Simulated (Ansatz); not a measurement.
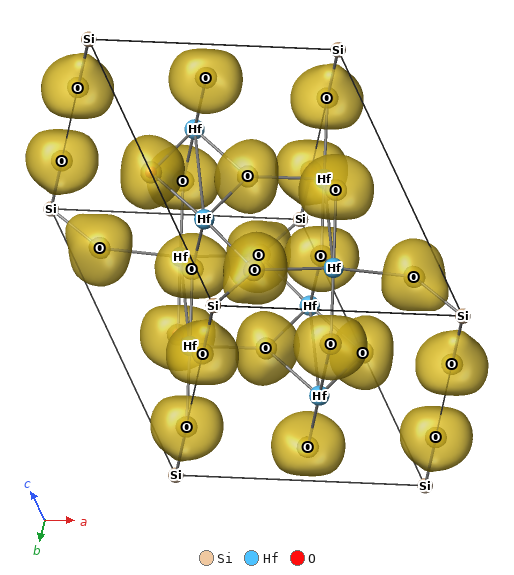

Hf₇SiO₁₆ (cell charge +1, with a compensating background) (cell with a defect). Isosurface of the ELF at 0.6 (yellow), seen at an oblique angle. Core shells and regions of very low density are left out. Sticks mark near contacts.

Spin-polarised.

The calculation used DFT PBEsol, scalar-relativistic, plane waves, PAW in Ansatz 0.2.0.

```
CELL_PARAMETERS angstrom
-4.83012 4.83012 0.00000
-4.83012 -4.83012 0.00000
4.83012 0.00000 6.41943
ATOMIC_POSITIONS crystal
Si 0.00152 0.00166 0.00098
Hf 0.24643 0.24619 0.49048
Hf 0.50146 0.50142 0.00098
Hf 0.75669 0.75668 0.51149
Hf 0.62326 0.12297 0.24405
Hf 0.87586 0.37573 0.74960
Hf 0.12715 0.62714 0.25235
Hf 0.37986 0.87990 0.75790
O 0.92655 0.10765 0.21336
O 0.17902 0.37334 0.74483
O 0.43506 0.62944 0.25703
O 0.71420 0.89531 0.78867
O 0.50149 0.19785 0.00097
O 0.75033 0.44405 0.49873
O 0.00149 0.71669 0.00096
O 0.25265 0.94631 0.50322
O 0.50149 0.80500 0.00096
O 0.75030 0.05651 0.49868
O 0.00151 0.28602 0.00097
O 0.25267 0.55881 0.50325
O 0.28881 0.10760 0.21329
O 0.56795 0.37338 0.74493
O 0.82396 0.62946 0.25709
O 0.07645 0.89526 0.78857
```

**Identify the bonds, lone pairs and shells in this picture.**

At this value the surface marks out six regions on O in which the atom's valence shell and bonds are merged and ten regions wrapped around O (the valence shell of each), counted in one cell of 24 atoms. Any copies at cell faces, edges or corners count once. Along the contacts the grid gives the following. Si–O (1.84 Å): the ELF peaks at about 0.85 between the atoms. Hf–O (2.06 Å): the ELF peaks at about 0.80 in the valence shell of O, 0.6 Å from its nucleus, and drops to about 0.20 between the two atoms; no localised pair shows between them.

**Metal or insulator at this level of theory?**

It is metallic or semimetallic at this level of theory: no gap opens.
